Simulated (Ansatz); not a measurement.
# Two runs on Ni

System: Ni (3 atoms in the cell).
Method of the first run: DFT, BLYP, plane waves (420 eV) with PAW, scalar-relativistic, no spin polarisation (Ansatz 0.2.0).

Text and figures count atoms from 1; the logs count them from 0 in places.

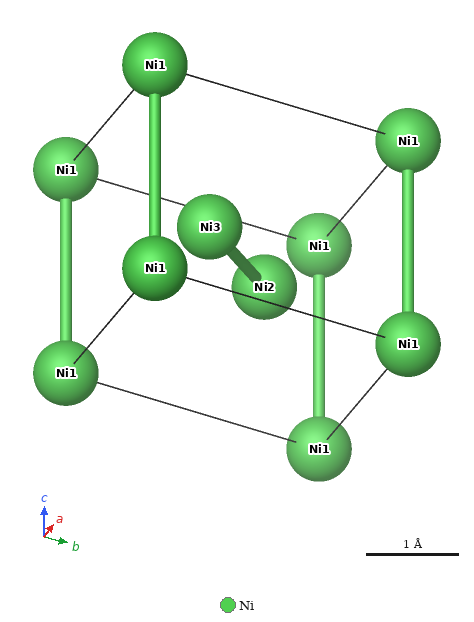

Figure 1. The structure as given in the input (ball-and-stick view of the cell of the calculation, seen at an oblique angle; atoms are numbered from 1 in the order of the input).

**The input, the first run**
```yaml
crystal:
  lattice:
    - [3.8920438424, 0.0, 0.0]
    - [-1.9460219212, 3.3706088402, 0.0]
    - [0.0, 0.0, 2.341502519]
  atoms:
    - { symbol: Ni, position: [0.0, 1.0, 1.0] }
    - { symbol: Ni, position: [0.3333333333, 0.6666666667, 0.5] }
    - { symbol: Ni, position: [0.6666666667, 0.3333333333, 0.5] }
hamiltonian:
  xc: blyp
  pseudopotentials:
    kind: paw
    azcp:
      Ni: "pseudopotentials/Ni.paw.azcp"
basis:
  ecutwfc: 420
  fft_grid_basis: typed
kpoints:
  mp_grid: { grid: [10, 10, 14], shift: [0, 0, 0] }
magnetization:
  spin_polarized: false
scf:
  occupations: { method: fermi_dirac, width: 0.1 }
  lower_state_search: "off"
output:
  stress: true
  write_density: true
  write_potential: true
  elf: true
  volumetric_format: npy
```

Hardware: 2 threads of an x86-64 CPU, shared host.

**Output, shortened to warnings, some set-up lines, iterations and results (the first run)**
```
Basis set: ecut = 420 eV, 619 PW (Γ), exchange–correlation on 54×54×32 points (8 copies of the dense FFT grid, shifted against one another)
Symmetry: 24 space group operations
k-points: 112 of 1400
Initial density: superposition of atomic densities (neutral atoms: chi_scale 0, normalization atom), corrected by the library's trained network
[...]
SCF iter   1: F=—  HF=-17544.249645 eV  |F-HF|=—  |Δ(HF+E_count)|=         —  Δρ=3.60e-2  dr2=2.52e-1  ethr=1.77e-3  ⟨swp⟩=4.8  Hψ=11986  notcnv=0  defer=27
SCF iter   2: F=—  HF=-17544.222560 eV  |F-HF|=—  |Δ(HF+E_count)|=   2.71e-2  Δρ=1.86e-2  dr2=7.92e-2  ethr=4.68e-4  ⟨swp⟩=2.0  Hψ=5092  notcnv=0  defer=43
SCF iter   3: F=—  HF=-17544.212333 eV  |F-HF|=—  |Δ(HF+E_count)|=   1.02e-2  Δρ=4.50e-3  dr2=2.21e-3  ethr=1.47e-4  ⟨swp⟩=1.2  Hψ=3686  notcnv=0  defer=43
SCF iter   4: F=—  HF=-17544.211801 eV  |F-HF|=—  |Δ(HF+E_count)|=   5.32e-4  Δρ=1.19e-3  dr2=1.70e-4  ethr=4.09e-6  ⟨swp⟩=2.2  Hψ=5947  notcnv=0  defer=43
SCF iter   5: F=—  HF=-17544.211807 eV  |F-HF|=—  |Δ(HF+E_count)|=   5.52e-6  Δρ=2.16e-4  dr2=3.80e-6  ethr=3.15e-7  ⟨swp⟩=2.0  Hψ=4793  notcnv=0  defer=43
SCF iter   6: F=—  HF=-17544.211844 eV  |F-HF|=—  |Δ(HF+E_count)|=   3.72e-5  Δρ=6.05e-5  dr2=5.71e-7  ethr=7.04e-9  ⟨swp⟩=2.0  Hψ=6411  notcnv=0  defer=43
SCF iter   7: F=-17544.211844 eV  HF=-17544.211844 eV  |F-HF|=2.44e-8  |Δ(HF+E_count)|=   5.52e-8  Δρ=1.61e-5  dr2=3.45e-8  ethr=1.85e-10  ⟨swp⟩=11.0  Hψ=28834  notcnv=0
SCF 1 converged in 7 iterations: F = -17544.211844 eV  dr2 = 3.45e-8
SCF converged after 7 iterations
Free energy (F): -17544.211844 eV
Harris-Foulkes:  -17544.211844 eV  (|F-HF|=2.44e-8)
Internal energy: -17543.975346 eV  (E = F + TS)
E sigma→0 (E₀):  -17544.093595 eV
Entropy (-TS):   -0.236498 eV (-78.833 meV/atom)
Fermi energy:    19.894784 eV
--- Per-component energies (eV) ---
  E_band       = -752.768411
  E_kinetic    = 855.354239
  E_local      = -10048.340431  (includes V_loc(G=0)·N_el)
  E_nonlocal   = 1897.159679
  E_hartree    = 4221.994446
  E_xc         = -251.476231
  E_vxc        = -323.872064  (∫ρ·V_xc dr)
  E_paw        = -4924.767763  (= ΣΔE_a)
  E_vpaw       = -1577.040251  (= ΣTr[D̂ρ^β])
  E_aug_tail   = 0.001235  (compensation charges beyond the density's cutoff)
  E_ewald      = -9293.912030
  E_core_change = 0.011512  (= ΣΔE_core)
  E_smearing   = -0.236498  (= −TS)
  E_closure    = -0.000000  (closes the sum)
  Σ components = -17544.211844   (vs F -17544.211844, Δ=0.00e0)
--- Stress (GPa, compression-positive) ---
       28.841629       0.000000       0.000000
        0.000000      28.841629       0.000000
        0.000000       0.000000      27.882332
  P = ⅓ Tr σ = 28.5219 GPa (285.219 kbar)
```

For the second run the input was changed thus:
```diff
-    - [3.8920438424, 0.0, 0.0]
-    - [-1.9460219212, 3.3706088402, 0.0]
-    - [0.0, 0.0, 2.341502519]
+    - [4.1149188932, 0.0, 0.0]
+    - [-2.0574594466, 3.563624296, 0.0]
+    - [0.0, 0.0, 2.4755869522]
```

Predict how the results change.

With the same functional and potentials, the second run lies 100.7 meV per atom lower. The pressure goes from 28.52 to −5.82 GPa. The volume per atom goes from 10.24 to 12.10 Å³. The number of SCF iterations is the same. The plane waves at Γ go from 619 to 693.

**Output, shortened to warnings, some set-up lines, iterations and results (the second run)**
```
Basis set: ecut = 420 eV, 693 PW (Γ), exchange–correlation on 60×60×36 points (8 copies of the dense FFT grid, shifted against one another)
Symmetry: 24 space group operations
k-points: 112 of 1400
Initial density: superposition of atomic densities (neutral atoms: chi_scale 0, normalization atom), corrected by the library's trained network
[...]
SCF iter   1: F=—  HF=-17544.542368 eV  |F-HF|=—  |Δ(HF+E_count)|=         —  Δρ=2.90e-2  dr2=2.12e-1  ethr=1.77e-3  ⟨swp⟩=4.8  Hψ=12028  notcnv=0  defer=24
SCF iter   2: F=—  HF=-17544.523214 eV  |F-HF|=—  |Δ(HF+E_count)|=   1.92e-2  Δρ=1.64e-2  dr2=7.84e-2  ethr=3.93e-4  ⟨swp⟩=2.0  Hψ=5043  notcnv=0  defer=27
SCF iter   3: F=—  HF=-17544.514573 eV  |F-HF|=—  |Δ(HF+E_count)|=   8.64e-3  Δρ=5.41e-3  dr2=3.22e-3  ethr=1.45e-4  ⟨swp⟩=1.1  Hψ=3681  notcnv=0  defer=27
SCF iter   4: F=—  HF=-17544.513755 eV  |F-HF|=—  |Δ(HF+E_count)|=   8.18e-4  Δρ=1.27e-3  dr2=2.36e-4  ethr=5.97e-6  ⟨swp⟩=2.1  Hψ=5635  notcnv=0  defer=27
SCF iter   5: F=—  HF=-17544.513771 eV  |F-HF|=—  |Δ(HF+E_count)|=   1.59e-5  Δρ=2.16e-4  dr2=4.53e-6  ethr=4.36e-7  ⟨swp⟩=1.8  Hψ=4568  notcnv=0  defer=27
SCF iter   6: F=—  HF=-17544.513798 eV  |F-HF|=—  |Δ(HF+E_count)|=   2.63e-5  Δρ=5.40e-5  dr2=6.03e-7  ethr=8.38e-9  ⟨swp⟩=2.0  Hψ=6331  notcnv=0  defer=27
SCF iter   7: F=-17544.513798 eV  HF=-17544.513798 eV  |F-HF|=1.41e-8  |Δ(HF+E_count)|=   2.71e-8  Δρ=1.25e-5  dr2=2.01e-8  ethr=1.85e-10  ⟨swp⟩=10.6  Hψ=28887  notcnv=0
SCF 1 converged in 7 iterations: F = -17544.513798 eV  dr2 = 2.01e-8
SCF converged after 7 iterations
Free energy (F): -17544.513798 eV
Harris-Foulkes:  -17544.513798 eV  (|F-HF|=1.41e-8)
Internal energy: -17544.238848 eV  (E = F + TS)
E sigma→0 (E₀):  -17544.376323 eV
Entropy (-TS):   -0.274949 eV (-91.650 meV/atom)
Fermi energy:    16.132440 eV
--- Per-component energies (eV) ---
  E_band       = -935.346515
  E_kinetic    = 846.658770
  E_local      = -10869.648441  (includes V_loc(G=0)·N_el)
  E_nonlocal   = 1899.761891
  E_hartree    = 4544.787641
  E_xc         = -247.212706
  E_vxc        = -317.953458  (∫ρ·V_xc dr)
  E_paw        = -4928.070182  (= ΣΔE_a)
  E_vpaw       = -1583.730185  (= ΣTr[D̂ρ^β])
  E_aug_tail   = 0.001479  (compensation charges beyond the density's cutoff)
  E_ewald      = -8790.528812
  E_core_change = 0.011512  (= ΣΔE_core)
  E_smearing   = -0.274949  (= −TS)
  E_closure    = -0.000000  (closes the sum)
  Σ components = -17544.513798   (vs F -17544.513798, Δ=0.00e0)
--- Stress (GPa, compression-positive) ---
       -5.898846       0.000000       0.000000
        0.000000      -5.898846       0.000000
        0.000000       0.000000      -5.657263
  P = ⅓ Tr σ = -5.8183 GPa (-58.183 kbar)
```

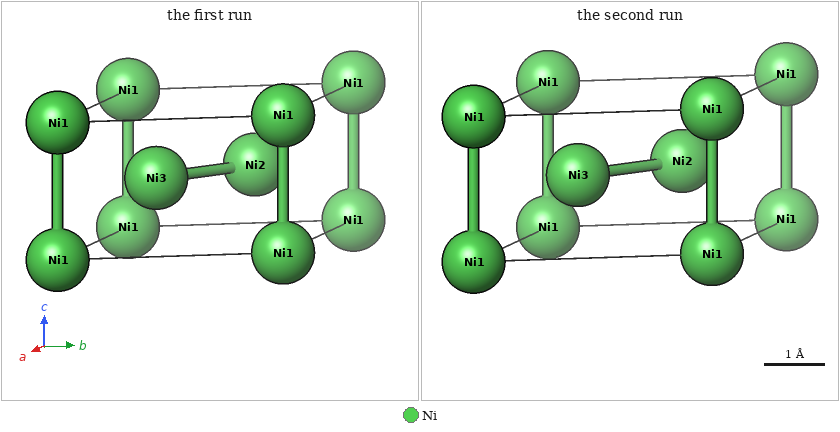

Figure 2. The two input geometries at one scale (ball-and-stick view of the cell of the calculation, seen slightly off an axis). No atom moves by more than 0.005 Å relative to the cell. The drawn cell changes as follows: a = b 3.892 → 4.115 Å (+5.7 %), c 2.342 → 2.476 Å (+5.7 %); the volume changes by +18.2 %. Among the contacts that change: Ni1–Ni1 2.342 → 2.476 Å, Ni2–Ni3 2.247 → 2.376 Å.

**The two runs side by side**

| quantity | the first run | the second run |
| --- | --- | --- |
| outcome | converged | converged |
| free energy per atom (eV) | −5848.0706 | −5848.1713 |
| energy per atom, smearing taken to zero (eV) | −5848.0312 | −5848.1254 |
| pressure (GPa) | 28.52 | −5.82 |
| volume per atom (Å³) | 10.24 | 12.10 |
| SCF iterations | 7 | 7 |
| irreducible k-points | 112 | 112 |
| plane waves at Γ | 619 | 693 |
| wall time (shared host) | 2.6 s | 3.1 s |

For both runs: The run has no spin polarisation, so a magnetic state may lie lower. For the first run: The cell is under a pressure of 29 GPa at this level, so it is not at its equilibrium volume. For the second run: The cell is under a tension of 5.8 GPa at this level, so it is not at its equilibrium volume.
